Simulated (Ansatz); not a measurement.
System: Te₂Mo, space group P6_3/mmc (No. 194) (cell built by us, not taken from a database).

The given structure:
```xyz
6
Lattice="3.5421 0.0000 0.0000 -1.7711 3.0676 0.0000 0.0000 0.0000 13.6096" Properties=species:S:1:pos:R:3 pbc="T T T"
Mo    0.0000    2.0451    3.4024
Mo    1.7711    1.0225   10.2072
Te    1.7711    1.0225    5.1867
Te    1.7711    1.0225    1.6181
Te    0.0000    2.0451   11.9915
Te    0.0000    2.0451    8.4229
```

How it was computed, with Ansatz 0.2.0: Born effective charges by linear response at the zone centre, in units of the proton charge, Cartesian axes of the given cell; DFT, r2SCAN, plane waves, PAW. Level: r2SCAN, no spin polarisation.

periodic directions 3; potentials PAW; wave cutoff 500 eV; k mesh 9×9×2.

What does the calculation give for the mean Born effective charge of each atom? The cases: Mo 1; Mo 2; Te 1; Te 2; Te 3; Te 4.

Mo 1 and Mo 2 share the largest size, 2.67 e, and the charges add up to 0.00 e. Mo 1 and Mo 2 are equally anisotropic; for Mo 1: its diagonal components run from −3.12 to −1.78 e.

```json
{"atom": "Mo 1", "mean Born effective charge (e)": "-2.67", "Born charge xx (e)": "-3.115", "Born charge zz (e)": "-1.783"}
{"atom": "Mo 2", "mean Born effective charge (e)": "-2.67", "Born charge xx (e)": "-3.115", "Born charge zz (e)": "-1.783"}
{"atom": "Te 1", "mean Born effective charge (e)": "1.34", "Born charge xx (e)": "1.557", "Born charge zz (e)": "0.892"}
{"atom": "Te 2", "mean Born effective charge (e)": "1.34", "Born charge xx (e)": "1.557", "Born charge zz (e)": "0.892"}
{"atom": "Te 3", "mean Born effective charge (e)": "1.34", "Born charge xx (e)": "1.557", "Born charge zz (e)": "0.892"}
{"atom": "Te 4", "mean Born effective charge (e)": "1.34", "Born charge xx (e)": "1.557", "Born charge zz (e)": "0.892"}
```

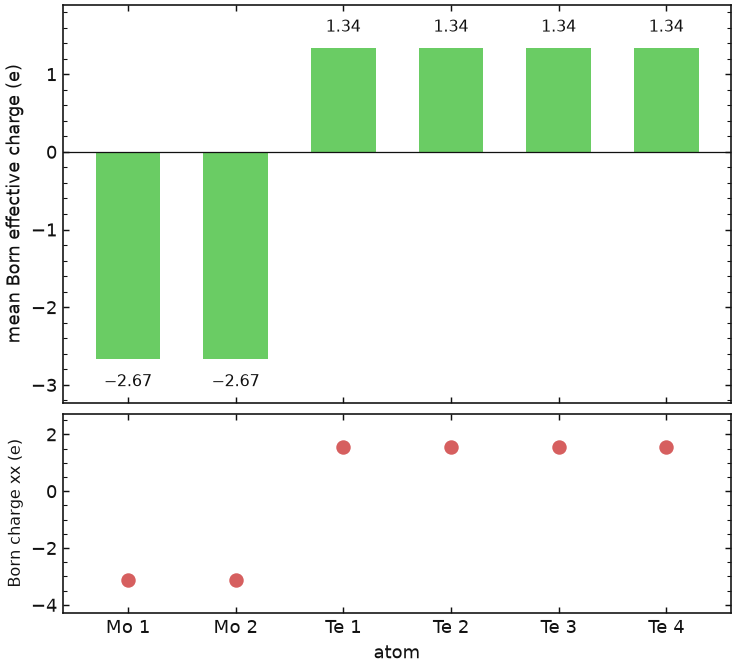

Limits of the calculation: empty bands loosely converged; reference bands not vouched for.
